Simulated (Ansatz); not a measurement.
ZrS2 (space group P-3m1, No. 164). Coordinates: the end point of a relaxation with DFT PBEsol, scalar-relativistic, plane waves, PAW (Ansatz).

```cif
data_structure
_symmetry_space_group_name_H-M 'P 1'
_symmetry_Int_Tables_number 1
_cell_length_a 3.6274
_cell_length_b 3.6274
_cell_length_c 5.8868
_cell_angle_alpha 90.000
_cell_angle_beta 90.000
_cell_angle_gamma 120.000
_cell_volume 67.08
loop_
_atom_site_label
_atom_site_type_symbol
_atom_site_fract_x
_atom_site_fract_y
_atom_site_fract_z
_atom_site_occupancy
Zr1 Zr 0.00000 0.00000 0.00000 1
S1 S 0.66667 0.33333 0.75316 1
S2 S 0.33333 0.66667 0.24684 1
```

Describe the stacking along c, with columns A (0, 0), B (1/3, 2/3), C (2/3, 1/3) of the hexagonal mesh.

Zr(A) – S(B) – S(C) (three layers in 5.89 Å).

S layers alone: BC, the hexagonal close-packed type.

Zr: one octahedral site, counted in one hexagonal cell. One of the two gaps between S layers is empty, 2.98 Å wide.

Polytype symbol 1T, the symbol of a layered MX2 polytype (number of slabs in the repeat and lattice).

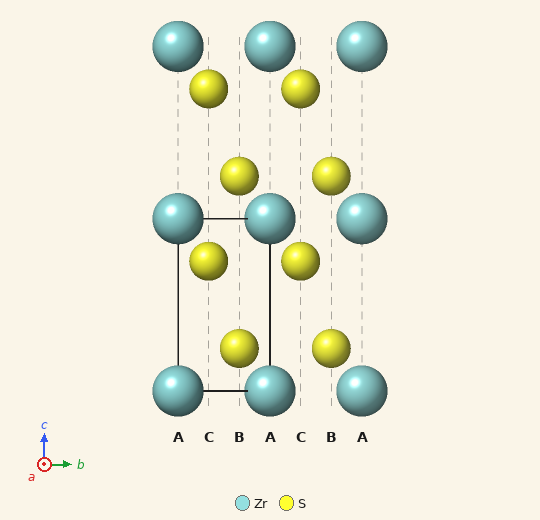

Projection along an edge of the hexagonal mesh, stacking direction c upwards. The dashed lines mark the three columns A (0, 0), B (1/3, 2/3) and C (2/3, 1/3). The sequence starts with the first layer at or above the cell's origin.
